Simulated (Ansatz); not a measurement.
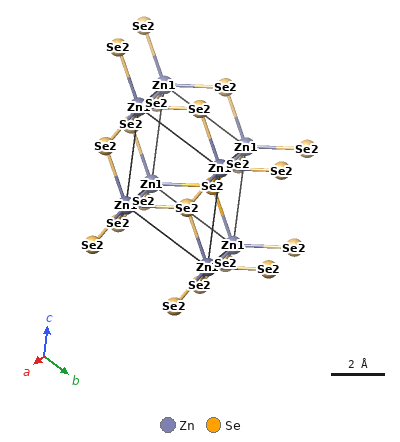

Figure 1. The structure as given in the input (ball-and-stick view of the reduced cell, seen slightly off an axis; neighbours outside the cell are drawn fainter; atoms are numbered from 1 in the order of the input).

## ZnSe: field-gradient calculation

ZnSe (2 atoms in the cell), computed with DFT, LDA, PAW with Ansatz's default frozen-core files, scalar-relativistic, no spin polarisation (Ansatz 0.2.0).

The structure derives from an entry of the Crystallography Open Database. It belongs to a series of runs on one base structure; here: equal xx and yy strain of -2 %, PAW files. Figures and captions count atoms from 1; the log counts them from 0 in places.

Log
```
Engine: ansatz 0.2.0, aarch64-unknown-linux-gnu
Pseudopotentials: kind: paw
Pseudopotential: Zn, paw, valence charge 12, recommended cutoff 420 eV (normal), Zn.paw.azcp
Pseudopotential: Se, paw, valence charge 16, recommended cutoff 420 eV (normal), Se.paw.azcp
Functional definition: SPW92
  exchange = slater_x
  correlation = pw_c
Crystal: 2 atoms, lattice volume = 43.711 Å³
Basis set: ecut = 420 eV, 869 PW (Γ)
Bands: 18, of which v1, the nominal top of the filled ones, is band 14 counted from 1 (13 counted from 0)
Symmetry: 8 space group operations
Space group: I-4m2 (ITA 119), of the structure as read, at distance tolerance 3.5e-5 Å
k-points: 59 of 512 (time reversal used)
Non-local potential: Zn, projectors of the file, l = 0: 2, l = 1: 2, l = 2: 3, l = 3: 1
Non-local potential: Se, projectors of the file, l = 0: 2, l = 1: 2, l = 2: 3, l = 3: 1
PAW form: soft (Blöchl's): semilocal exchange-correlation on the pseudo side does not see the compensation charge
PAW frozen core: Zn, regenerated for the run's functional, and the local potential with it (the file was generated under x = pbe(κ = 0.804, μ = 0.2195149727645171), c = pbe(β = 0.06672455060314922))
PAW frozen core: Se, regenerated for the run's functional, and the local potential with it (the file was generated under x = pbe(κ = 0.804, μ = 0.2195149727645171), c = pbe(β = 0.06672455060314922))
PAW one-centre angular grid: Zn, 590 points (default); XC on 64 Gauss nodes
PAW one-centre angular grid: Se, 590 points (default); XC on 64 Gauss nodes
Initial density: superposition of atomic densities (neutral atoms: chi_scale 0, normalization atom), corrected by the library's trained network
Initial wavefunctions: pseudopotential atomic-orbital guess
Functional: x = slater, c = lda
SCF iter   1: F=—  HF=-8630.849542 eV  |F-HF|=—  |Δ(HF+E_count)|=         —  Δρ=5.37e-3  dr2=7.17e-3  ethr=1.77e-3  ⟨swp⟩=5.9  Hψ=5529  notcnv=0
preconditioner: auto → none  [insulator: Δε(μ)=1.133 eV  Ē_g=12.057 eV  σ=0.030 eV  W_gap=1.00  n_scr=14 (ndim 8)  ℏωp=23.8 eV  f_vac=0.107  D(μ)=0.00/eV (n_scr^D=0)  ε∞_Penn≈4.9]
SCF iter   2: F=—  HF=-8630.847333 eV  |F-HF|=—  |Δ(HF+E_count)|=   2.21e-3  Δρ=2.02e-3  dr2=8.69e-4  ethr=2.56e-5  ⟨swp⟩=2.0  Hψ=2242  notcnv=0
SCF iter   3: F=—  HF=-8630.847230 eV  |F-HF|=—  |Δ(HF+E_count)|=   1.03e-4  Δρ=1.43e-3  dr2=3.91e-4  ethr=3.11e-6  ⟨swp⟩=2.0  Hψ=1629  notcnv=0
SCF iter   4: F=—  HF=-8630.847128 eV  |F-HF|=—  |Δ(HF+E_count)|=   1.02e-4  Δρ=2.59e-4  dr2=2.50e-5  ethr=1.40e-6  ⟨swp⟩=2.0  Hψ=1529  notcnv=0
SCF iter   5: F=—  HF=-8630.847117 eV  |F-HF|=—  |Δ(HF+E_count)|=   1.08e-5  Δρ=2.00e-5  dr2=1.87e-7  ethr=8.93e-8  ⟨swp⟩=2.0  Hψ=1542  notcnv=0
SCF iter   6: F=-8630.847117 eV  HF=-8630.847117 eV  |F-HF|=3.21e-8  |Δ(HF+E_count)|=   5.89e-8  Δρ=5.30e-6  dr2=7.75e-9  ethr=3.57e-10  ⟨swp⟩=10.0  Hψ=7962  notcnv=0
SCF 1 converged in 6 iterations: F = -8630.847117 eV  dr2 = 7.75e-9
  Residual-converged pass: ⟨swp⟩=1.0  Hψ=1310  notcnv=0  max |occ|·‖R‖ = 7.0e-9 eV (tolerance 1.0e-8 eV)  dr2=7.75e-9  dr2_onsite=3.12e-8  max |Δocc| = 9.5e-18
  greatest PAW one-centre occupation: 1.000 electrons in one spin orbital (limit 2), on the Se atom at site 1 (counted from 0), in its partial waves of l = 2
```

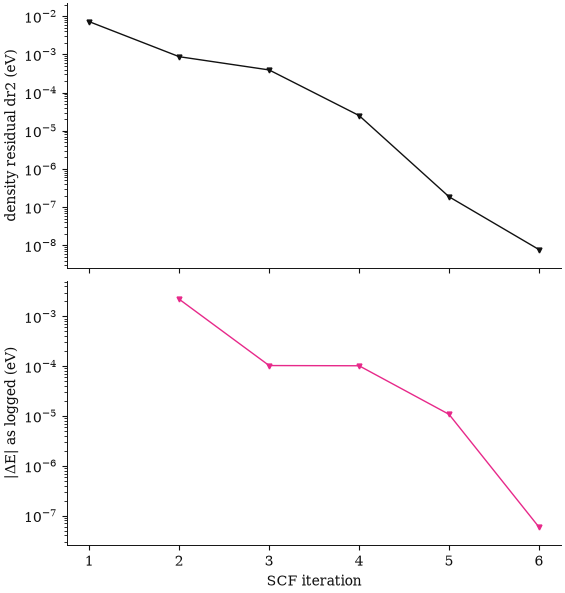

Figure 2. Convergence of the self-consistent field: density residual dr2 and size of the energy change against the SCF iteration. The residual falls at every step.

```
SCF converged after 6 iterations
Free energy (F): -8630.847117 eV
Harris-Foulkes:  -8630.847117 eV  (|F-HF|=3.21e-8)
Internal energy: -8630.847117 eV  (E = F + TS)
E sigma→0 (E₀):  -8630.847117 eV
Fermi energy:    7.640783 eV
--- Per-component energies (eV) ---
  E_band       = -381.602331
  E_kinetic    = 251.792020
  E_local      = -4342.417786  (includes V_loc(G=0)·N_el)
  E_nonlocal   = 27.460383
  E_hartree    = 2009.189125
  E_xc         = -239.574485
  E_vxc        = -152.622785  (∫ρ·V_xc dr)
  E_paw        = -3583.066866  (= ΣΔE_a)
  E_vpaw       = -184.197483  (= ΣTr[D̂ρ^β])
  E_aug_tail   = -0.000948  (compensation charges beyond the density's cutoff)
  E_ewald      = -2758.003064
  E_core_change = 3.774504  (= ΣΔE_core)
  E_smearing   = -0.000000  (= −TS)
  E_closure    = 0.000000  (closes the sum)
  Σ components = -8630.847117   (vs F -8630.847117, Δ=0.00e0)
--- Forces (eV/Å), atoms counted from 1 ---
  atom   1  Zn     0.00000000     0.00000000     0.00000000
  atom   2  Se    -0.00000000     0.00000000    -0.00000000
  max |Σ_I F_I| component: 1.39e-16 eV/Å
--- Stress (GPa, compression-positive) ---
       -0.645241      -0.000000       0.000000
        0.000000      -0.645241      -0.000000
        0.000000      -0.000000      -1.465567
  P = ⅓ Tr σ = -0.9187 GPa (-9.187 kbar)
--- PAW observables at the nuclei: V_zz in 10²¹ V/m², potentials from the cell's mean, atoms counted from 1 ---
  atom   1  Zn V_zz =    -0.355644   η = 0.0000   by run symmetry: allowed
            electrostatic potential = -3942.366818 V   contact ρ = 165745.445916 e/Å³
  atom   2  Se V_zz =    +0.886026   η = 0.0000   by run symmetry: allowed
            electrostatic potential = -4709.901963 V   contact ρ = 261617.920302 e/Å³
--- Band table (eV; the first three rows and the last of 59) ---
  k-point 0: bands = ["-40.1160", "-40.1160", "-40.1126", "-40.1118", "-40.1075", "-6.5668", "0.2018", "0.2112", "0.2112", "0.6023", "0.6075", "6.9650", "7.0459", "7.0459", "8.2132", "12.7236", "12.7236", "12.7317"]
  k-point 1: bands = ["-40.1160", "-40.1160", "-40.1126", "-40.1118", "-40.1075", "-6.4580", "0.2107", "0.2234", "0.2285", "0.6011", "0.6053", "5.6119", "6.8206", "6.8869", "9.2456", "12.6588", "12.9980", "12.9983"]
  k-point 2: bands = ["-40.1160", "-40.1159", "-40.1126", "-40.1117", "-40.1075", "-6.1741", "0.2550", "0.2666", "0.2670", "0.6043", "0.6051", "3.7993", "6.4568", "6.5501", "9.6794", "13.3113", "13.4242", "13.5748"]
  k-point 58: bands = ["-40.1156", "-40.1156", "-40.1128", "-40.1119", "-40.1073", "-5.4356", "0.2192", "0.4837", "0.4837", "0.6563", "0.7815", "1.9358", "4.7472", "4.7472", "9.8103", "10.4718", "17.6838", "18.3960"]
```

File rho_z.tsv
```
# z_ang	rho[e/angstrom^3]
# format = ansatz-planar-average/11
# lattice	0.000000000	2.777124000	2.833800000
# lattice	2.777124000	0.000000000	2.833800000
# lattice	2.777124000	2.777124000	0.000000000
# sites	2
# site	30	0.000000000	0.000000000	0.000000000
# site	34	4.165686000	4.165686000	4.250700000
0.000000	1.332571e0
0.145461	1.152027e0
0.290922	8.095776e-1
0.436383	4.978844e-1
0.581844	3.015448e-1
0.727305	1.971571e-1
0.872766	1.419266e-1
1.018227	1.111718e-1
1.163688	9.575468e-2
1.309149	9.174706e-2
1.454610	9.620552e-2
1.600071	1.084538e-1
1.745532	1.284993e-1
1.890993	1.562993e-1
2.036454	1.964893e-1
2.181915	2.640537e-1
2.327376	3.866920e-1
2.472837	6.018455e-1
2.618298	9.259851e-1
2.763759	1.287505e0
2.909220	1.516459e0
3.054681	1.481413e0
3.200142	1.239279e0
3.345603	9.899953e-1
3.491063	9.059222e-1
3.636524	1.030736e0
3.781985	1.248262e0
```

File v_z.tsv
```
# z_ang	v_es[eV]	v_tot[eV]
# format = ansatz-planar-average/11
# xc	lda
# density_cutoff_ev	1680
# datasets	Zn=:simpson_from_first_knot:soft:shift=-1931363	Se=:simpson_from_first_knot:soft:shift=-2261459
# lattice	0.000000000	2.777124000	2.833800000
# lattice	2.777124000	0.000000000	2.833800000
# lattice	2.777124000	2.777124000	0.000000000
# sites	2
# site	30	0.000000000	0.000000000	0.000000000
# site	34	4.165686000	4.165686000	4.250700000
0.000000	4.279751e-1	-1.152399e1
0.145461	1.608337e0	-9.858849e0
0.290922	2.841975e0	-7.997523e0
0.436383	4.081718e0	-6.018246e0
0.581844	5.391369e0	-3.913594e0
0.727305	6.744086e0	-1.794040e0
0.872766	8.080218e0	1.903662e-1
1.018227	9.259003e0	1.841718e0
1.163688	1.007980e1	2.949585e0
1.309149	1.047064e1	3.451743e0
1.454610	1.057848e1	3.507761e0
1.600071	1.045901e1	3.194663e0
1.745532	1.000316e1	2.428955e0
1.890993	9.120992e0	1.145600e0
2.036454	7.988179e0	-4.531575e-1
2.181915	6.925844e0	-2.026013e0
2.327376	6.098343e0	-3.398404e0
2.472837	5.466639e0	-4.594543e0
2.618298	4.951350e0	-5.663583e0
2.763759	4.390159e0	-6.727691e0
2.909220	3.562794e0	-7.976546e0
3.054681	2.495493e0	-9.383002e0
3.200142	1.379923e0	-1.077108e1
3.345603	3.850956e-1	-1.196851e1
3.491063	-3.564094e-1	-1.281681e1
3.636524	-6.766699e-1	-1.311973e1
3.781985	-4.148999e-1	-1.269301e1
```

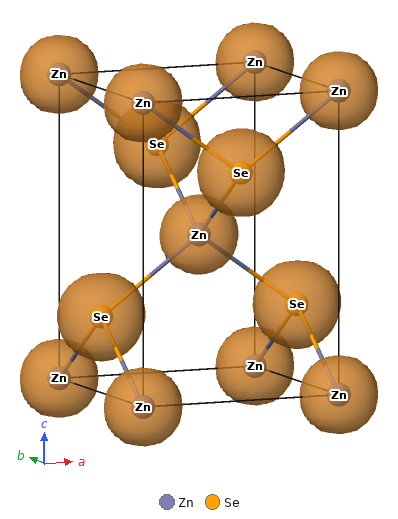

Figure 3. Isosurface of the valence pseudo-density at 1 e/Å³ (orange), seen slightly off an axis. Sticks mark near contacts. The outline is the cell set on symmetry axes. At this value the density breaks into separate islands; it holds about 70 % of the electrons treated as valence. It is pinched off along the Zn–Se (2.42 Å) contacts. On the grid the lowest density along these lines, outside the cores, is 0.45 e/Å³ (Zn–Se, 2.42 Å). In a PAW calculation such maps are meaningful between the atoms, not at the nuclei.

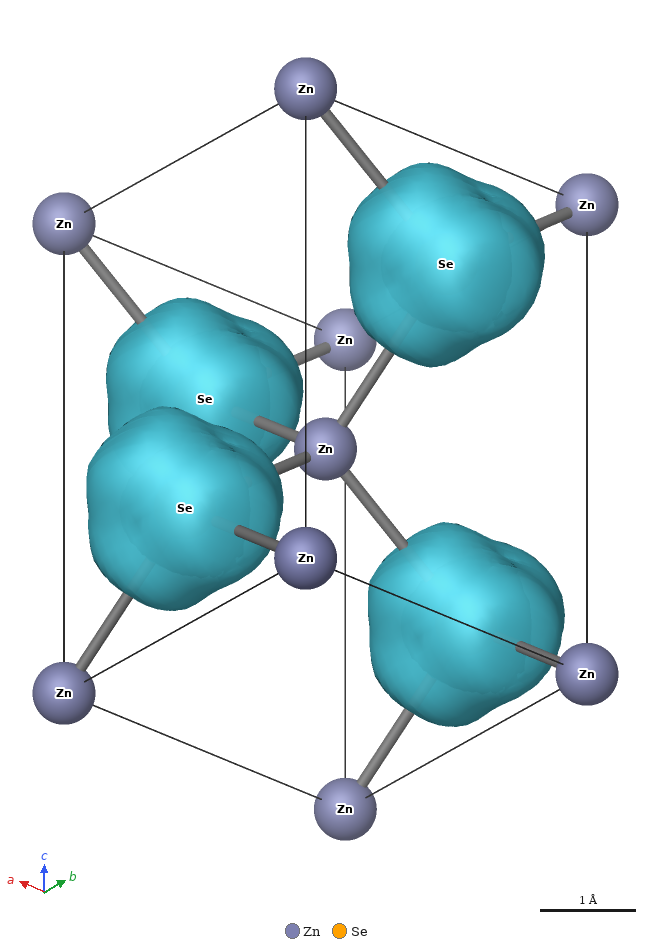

Figure 4. Isosurface of the electron localisation function at 0.75 (cyan), seen at an oblique angle. Only the valence region is drawn (cores and ρ < 0.01 e/Å³ removed). Sticks mark near contacts. The outline is the cell set on symmetry axes. Values along the shortest contacts: Zn–Se (2.42 Å): the ELF is about 0.60 at the midpoint.

The run was set up as follows.

Input
```yaml
crystal:
  lattice:
    - [0.0, 2.777124, 2.8338]
    - [2.777124, 0.0, 2.8338]
    - [2.777124, 2.777124, 0.0]
  atoms:
    - { symbol: Zn, position: [0.0, 0.0, 0.0] }
    - { symbol: Se, position: [0.75, 0.75, 0.75] }
kpoints:
  mp_grid: { grid: [8, 8, 8] }
scf:
  occupations: { method: fermi_dirac, width: 0.03 }
hamiltonian:
  xc: lda
  pseudopotentials: { kind: paw }
output:
  forces: true
  stress: true
  eigenvalues: true
  efg: { contact_densities: true }
  write_density: true
  write_potential: true
  elf: true
  volumetric_format: npy
```

Launched with:
```bash
ansatz run input.yaml --threads 1 --pin off --max-ram 3072MiB --backend cpu --events-out ev --progress --plain --runs-dir out
```

Key numbers

```tsv
quantity	value
outcome	converged
space group (tolerance 0.01 Å)	I-4m2 (119)
electrons treated	28
free energy	−8630.8471 eV
Fermi energy	7.641 eV
gap on the k-point mesh	1.17 eV
pressure	−0.92 GPa
field gradient V_zz (10²¹ V/m²)	Zn −0.36, Se 0.89
largest force (length of the vector)	under 0.001 eV/Å
hardware	1 thread of Arm Neoverse V1, 24 GiB of memory available, shared host
wall time	8.3 s
peak memory	0.39 GiB
```
